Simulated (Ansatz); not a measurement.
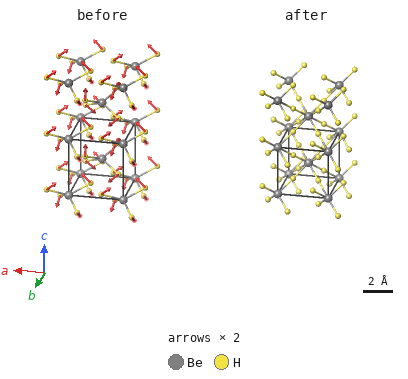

The structure of crystalline BeH₄ (a generated structure, set up in P-42_1c) (coarse preliminary run) before (left) and after (right) a relaxation, at one scale. The red arrows give the displacements (the part carried along by the change of the cell is left out), 2 times their true length.

Style: ball-and-stick. Shown: the cell of the calculation, repeated 1 × 1 × 2 with one cell outlined, from a free direction.

Method: Ansatz 0.2.0, DFT PBE, scalar-relativistic, plane waves, PAW.

Input
```yaml
crystal:
  lattice:
    - [3.98176746, 0.0, 0.0]
    - [0.0, 3.98176746, 0.0]
    - [0.0, 0.0, 4.34749812]
  atoms:
    - { symbol: Be, position: [0.5, 0.5, 0.5] }
    - { symbol: Be, position: [0.0, 0.0, 0.0] }
    - { symbol: H, position: [0.76813269, 0.35236269, 0.84217423] }
    - { symbol: H, position: [0.85236269, 0.26813269, 0.34217423] }
    - { symbol: H, position: [0.14763731, 0.73186731, 0.34217423] }
    - { symbol: H, position: [0.64763731, 0.76813269, 0.15782577] }
    - { symbol: H, position: [0.26813269, 0.14763731, 0.65782577] }
    - { symbol: H, position: [0.73186731, 0.85236269, 0.65782577] }
    - { symbol: H, position: [0.23186731, 0.64763731, 0.84217423] }
    - { symbol: H, position: [0.35236269, 0.23186731, 0.15782577] }
basis:
  ecutwfc: 420
kpoints:
  mp_grid: { grid: [4, 4, 4] }
hamiltonian:
  xc: pbe
scf:
  occupations: { method: gaussian, width: 0.1 }
  lower_state_search: "off"
output:
  forces: true
  stress: true
  eigenvalues: true
relax:
  adjacent_minimum: "off"
  f_tol: 0.04
  max_steps: 70
  cell: { stress_tol: 0.4 }
```

Launched with:
```bash
ansatz run input.yaml --threads 1 --pin off --max-ram 2048MiB --backend cpu --events-out ev --progress --plain --runs-dir out
```

Describe what moved and what it gained.

Over 6 accepted moves (7 points after the start) the energy falls by 364 meV per atom. Largest force component: 0.48 eV/Å at the start, 0.0014 eV/Å at the end. The pressure goes from −18.31 to −0.06 GPa. The SCF was repeated once at an unchanged geometry on a basis and grid sized afresh for the cell, which shifted the energy by 1.2 meV per atom at most. The largest moves relative to the cell, 0.51 Å, are those of 8 atoms (H3, H4, H5, H6 and others). H6 goes roughly along [1 0 1]. Be stays in place. The volume changes by −29.0 %, with a = b 3.982 → 3.679 Å (−7.6 %), c 4.347 → 3.615 Å (−16.9 %). Some distances before and after: Be1–H10 1.923 → 1.584 Å, Be1–H4 1.814 → 1.584 Å. New bonds form: Be1–H10 (1.92 → 1.58 Å), Be1–H3 (1.92 → 1.58 Å), Be1–H6 (1.92 → 1.58 Å), Be1–H9 (1.92 → 1.58 Å). The space group (tolerance 0.01 Å) goes from P-42_1c (No. 114) to I4/mmm (No. 139).

Limits of the set-up: the k-point mesh is coarse for a cell with partly filled bands.
